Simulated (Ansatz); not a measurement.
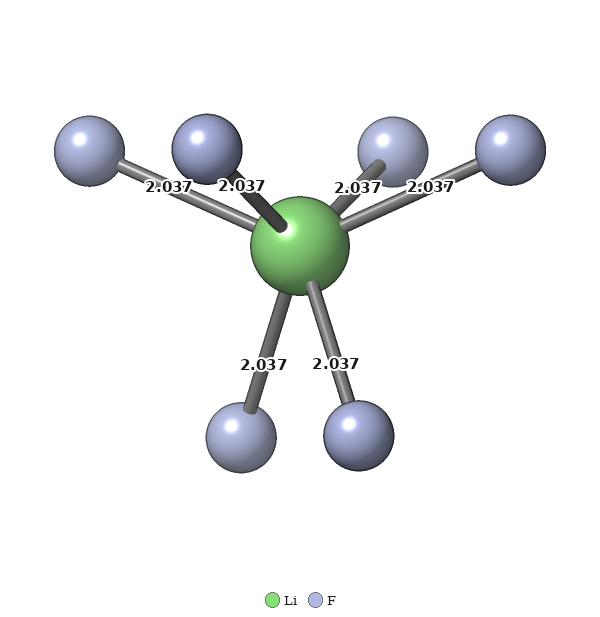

The surroundings of site Li1 (at 0.333, 0.667, 0.750) in LiF (P6_3/mmc, No. 194), with bond lengths in Å.

Source of the atomic positions: the end point of a relaxation with DFT PBEsol, scalar-relativistic, plane waves, PAW (Ansatz 0.2.0); the starting structure was generated, so it need not be a known form of this composition.

```xyz
4
Lattice="2.7821 0.0000 0.0000 -1.3911 2.4094 0.0000 0.0000 0.0000 5.0087" Properties=species:S:1:pos:R:3 pbc="T T T"
Li    0.0000    1.6063    3.7565
F     0.0000    0.0000    0.0000
Li    1.3911    0.8031    1.2522
F     0.0000    0.0000    2.5043
```

Bond valence s = exp((R0 − d)/b), R0 fitted to published crystal structures with b = 0.37 Å; R0 in Å: Li+–F 1.348.

Calculate the bond-valence sum of Li1 from the bonds drawn.

6 × 0.155 = 0.93 v.u., against a formal valence of 1: a close match.

And over the whole structure?

```
site              x, y, z  formal valence  bond-valence sum  difference
 Li1  0.333, 0.667, 0.750              +1              0.96       -0.04
  F1  0.000, 0.000, 0.000              −1              0.96       -0.04
```

These sums include all anions within 5 Å. The global instability index (root mean square of the differences over all atoms) is 0.04 v.u.: little strain.
